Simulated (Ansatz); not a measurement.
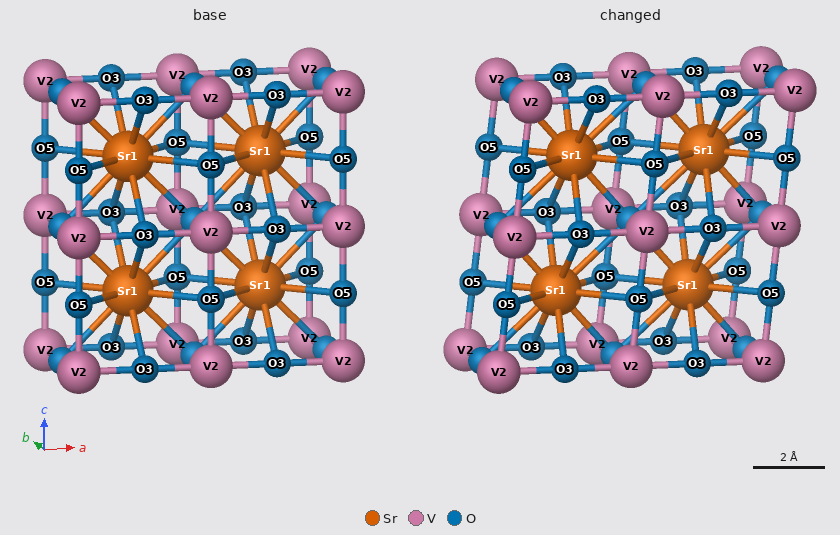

Left: crystalline SrVO$_{3}$ (set up in Pm-3m). Right: the same structure after one change, at the same scale. A ball-and-stick model of the cell of the calculation, repeated 2 × 1 × 2 with one cell outlined, seen slightly off an axis.

All numbers below come from Ansatz 0.2.0, DFT PBE, scalar-relativistic, plane waves, PAW. Settings: plane-wave cutoff 420 eV; k-point mesh 10 × 10 × 10; occupations gaussian; smearing width 0.1 eV; collinear spin.

Q: What was changed?

A: Shear of c along a, +12.0 %, is applied. Symmetry leaves the atoms no freedom, so this is a single point.

Q: How do the computed properties respond?

A: Near-neighbour distances before and after: O–Sr 2.729 → 2.570 to 2.897 Å, O–V 1.929 → 1.929 to 1.943 Å. The space group (tolerance 0.01 Å) goes from Pm-3m (No. 221) to P2/m (No. 10). Energy change: +60.3 meV per atom. Pressure: 0.0 GPa before, 0.6 GPa after. The principal stresses (compression positive) are 15.0 GPa along [1 0 −1], 0.3 GPa along b, −13.4 GPa along [1 0 1]. All forces vanish by symmetry. The absolute magnetisation per cell goes from 0.36 to 0.33 μB (net moment 0.34 and 0.32 μB). It is metallic before and after.
